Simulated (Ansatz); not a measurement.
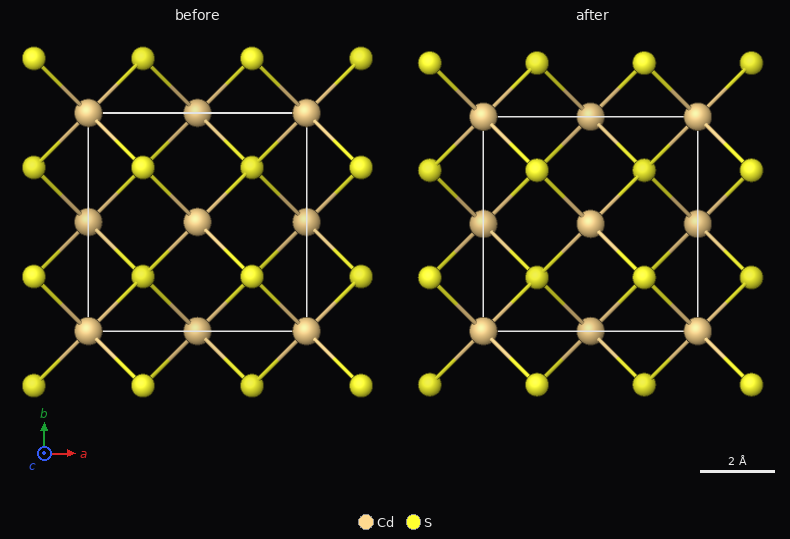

The structure of a crystal of CdS (built on the database structure type) before (left) and after (right) a relaxation, at one scale.

Style: ball-and-stick. Shown: the conventional cell (4 times the calculation's cell), along the c axis. Lengths and directions refer to the drawn axes.

Method: DFT, PBEsol, plane waves, PAW (Ansatz).

Input
```yaml
crystal:
  lattice:
    - [0.0, 2.9628947234, 2.9628947234]
    - [2.9628947234, 0.0, 2.9628947234]
    - [2.9628947234, 2.9628947234, 0.0]
  atoms:
    - { symbol: Cd, position: [0.0, 0.0, 0.0] }
    - { symbol: S, position: [0.25, 0.25, 0.25] }
kpoints:
  mp_grid: { grid: [6, 6, 6] }
hamiltonian:
  xc: pbesol
scf:
  occupations: { method: fermi_dirac, width: 0.02 }
relax:
  f_tol: 0.005
  cell: {}
output:
  write_density: true
  write_potential: true
  elf: true
  volumetric_format: npy
```

Run as
```bash
ansatz run input.yaml --threads 2 --pin off --max-ram 20275MiB --backend cpu --events-out ev --progress --plain --runs-dir out
```

Describe what moved and what it gained.

No atom moves by more than 0.005 Å relative to the cell. Cell: a = b = c 5.926 → 5.825 Å (−1.7 %). Volume −5.0 %. Some distances before and after: Cd1–S2 2.566 → 2.522 Å. The space group stays F-43m (No. 216). The energy falls by 12.1 meV per atom in 2 accepted moves (3 points after the start). All forces vanish by symmetry, so only the cell relaxes. The pressure goes from −2.82 to −0.01 GPa. The SCF was repeated once at an unchanged geometry on a basis and grid sized afresh for the cell, which shifted the energy by 0.2 meV per atom at most. Cost: 2 s on 2 threads of AMD EPYC 7R13 Processor (Zen 3), on a shared host, peak memory 0.54 GiB.
